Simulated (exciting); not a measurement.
**Energy of TiAl along an even scaling of the cell**

System: TiAl (P4/mmm, 2 atoms in the cell).
Method: Kohn-Sham DFT of a periodic cell, PBEsol, all-electron LAPW+lo, shipped species files, no spin polarisation (exciting sodium).

The 6 runs differ only in the geometry, by an even scaling of the cell at fixed fractional positions. The structure derives from an entry of the Crystallography Open Database.

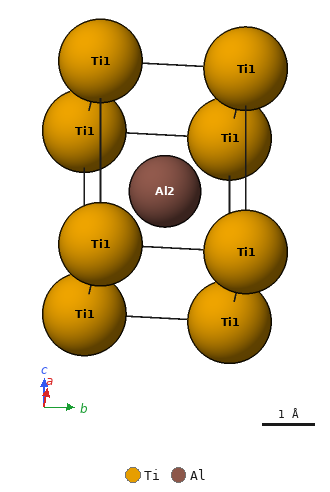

Figure 1. The structure of run 4 (spheres-only view of the cell of the calculation, seen at an oblique angle; atoms are numbered from 1 in the order of the input).

**Input of run 4**
```
<input>
  <title>TiAl</title>
  <structure speciespath="./" tshift="false">
    <crystal scale="1">
      <basevect>5.397229047196 0.000000000000 0.000000000000</basevect>
      <basevect>0.000000000000 5.397229047196 0.000000000000</basevect>
      <basevect>0.000000000000 0.000000000000 7.721387384441</basevect>
    </crystal>
    <species speciesfile="Ti.xml" rmt="2">
      <atom coord="0.000000000000 0.000000000000 0.000000000000"/>
    </species>
    <species speciesfile="Al.xml" rmt="2">
      <atom coord="0.500000000000 0.500000000000 0.500000000000"/>
    </species>
  </structure>
  <groundstate do="fromscratch" ngridk="9 9 7" rgkmax="9" gmaxvr="14" lmaxapw="10" lmaxmat="10" lmaxvr="8" xctype="GGA_PBE_SOL" stype="Fermi Dirac" swidth="0.00183747" nempty="14" ValenceRelativity="iora*" epsengy="1e-05" epspot="1e-05" maxscl="60" outputlevel="normal"/>
</input>
```

Command:
```bash
OMP_NUM_THREADS=1 exciting_smp
```

Run 3 has the same physical settings and fractional positions; its lattice vectors (Å) are:
```
   2.818257    0.000000    0.000000
   0.000000    2.818257    0.000000
   0.000000    0.000000    4.031857
```

**Results, with one run withheld**

| run | volume per atom (Å³) | free energy per atom, from the lowest run given (meV) |
| --- | --- | --- |
| 1 | 15.358 | 4.21 |
| 2 | 15.685 | 0.00 |
| 3 | 16.012 | ? |
| 4 | 16.665 | 16.50 |
| 5 | 16.992 | 30.39 |
| 6 | 17.319 | 47.71 |

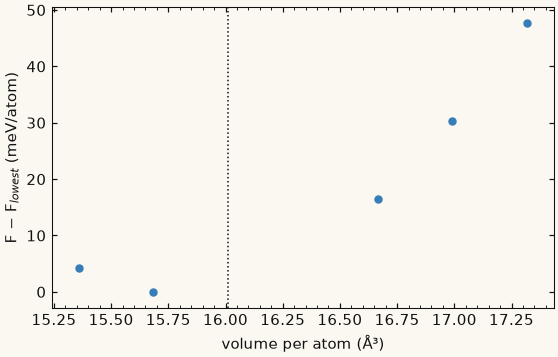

Figure 2. Free energy per atom of the runs given; the dotted line marks run 3.

What should run 3 give?

A cubic polynomial in V^(−2/3) (the Birch–Murnaghan form), fitted to the 5 runs given, misses them by at most 0.03 meV per atom. With x = V^(−2/3) − 0.15508 Å⁻², it reads F = 7.495 − 4037.8 x + 5.2903e+05 x² − 6.0932e+05 x³ (meV per atom). At run 3 it gives 0.95 meV per atom, and the run itself gives 0.89. The fit has its minimum at 15.784 Å³ per atom, where V d²F/dV² gives 119 GPa. Cell shape and fractional positions are held, so this is the stiffness under even scaling; the relaxed bulk modulus wasn't computed.

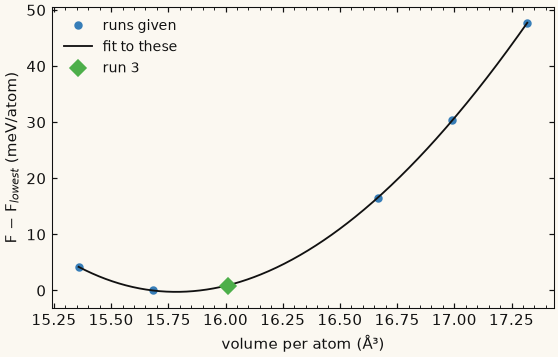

Figure 3. The fit and the withheld run.

**Some lines of the output (run 3)**
```
[...]
 Total energy                               :     -1095.24749992
 Fermi energy                               :         0.31445525
 DOS at Fermi energy (states/Ha/cell)       :        56.74508895
 Absolute change in total energy   (target) :  0.629031E-04  ( 0.100000E-04)
 Total energy                               :     -1095.24749336
 Fermi energy                               :         0.31445529
 DOS at Fermi energy (states/Ha/cell)       :        56.74502948
 Absolute change in total energy   (target) :  0.656890E-05  ( 0.100000E-04)
 Total energy                               :     -1095.24749721
 Fermi energy                               :         0.31445527
 DOS at Fermi energy (states/Ha/cell)       :        56.74502407
 Absolute change in total energy   (target) :  0.385333E-05  ( 0.100000E-04)
 Total energy                               :     -1095.24749685
 DOS at Fermi energy (states/Ha/cell)       :        56.74502515
```
